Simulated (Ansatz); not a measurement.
Geometry optimisation.

Program: Ansatz.

```
crystal:
  lattice:
    - [2.7485537587, 0.0, 0.0]
    - [-1.3742768793, 2.3803173787, 0.0]
    - [0.0, 0.0, 8.8646283618]
  atoms:
    - { symbol: Ru, position: [0.0, 0.0, 0.0] }
    - { symbol: Ru, position: [0.0, 0.0, 0.5] }
    - { symbol: Ru, position: [0.3333333333, 0.6666666667, 0.75] }
    - { symbol: Ru, position: [0.6666666667, 0.3333333333, 0.25] }
basis:
  ecutwfc: 420
kpoints:
  mp_grid: { grid: [9, 9, 2] }
hamiltonian:
  xc: pbe
scf:
  occupations: { method: gaussian, width: 0.1 }
  lower_state_search: "off"
output:
  forces: true
  stress: true
  eigenvalues: true
relax:
  adjacent_minimum: "off"
  f_tol: 0.04
  max_steps: 70
  cell: { stress_tol: 0.4 }
```

**How does the optimisation go?**

The optimisation met its thresholds at geometry 4, counting the start as the first. The energy fell by about 32 meV/atom from the first step to the last. Step 2 went uphill and was rejected by the line search. All forces vanish by symmetry, so only the cell moves. The volume shrinks from 14.5 to 13.8 Å³ per atom (−5 %), overshooting to 12.8 at step 2.

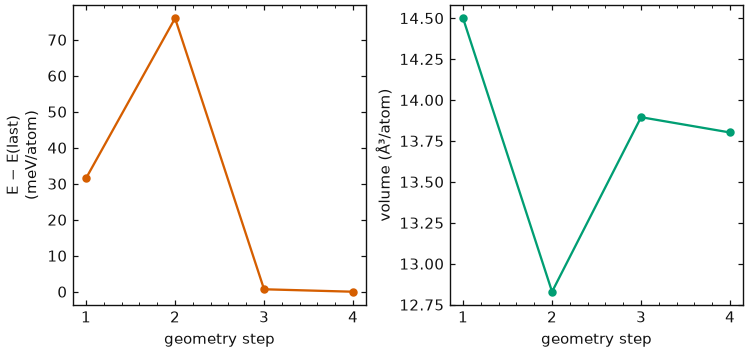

History of the run, step by step. Atoms and cell relax. A closing SCF on a freshly chosen basis isn't drawn.
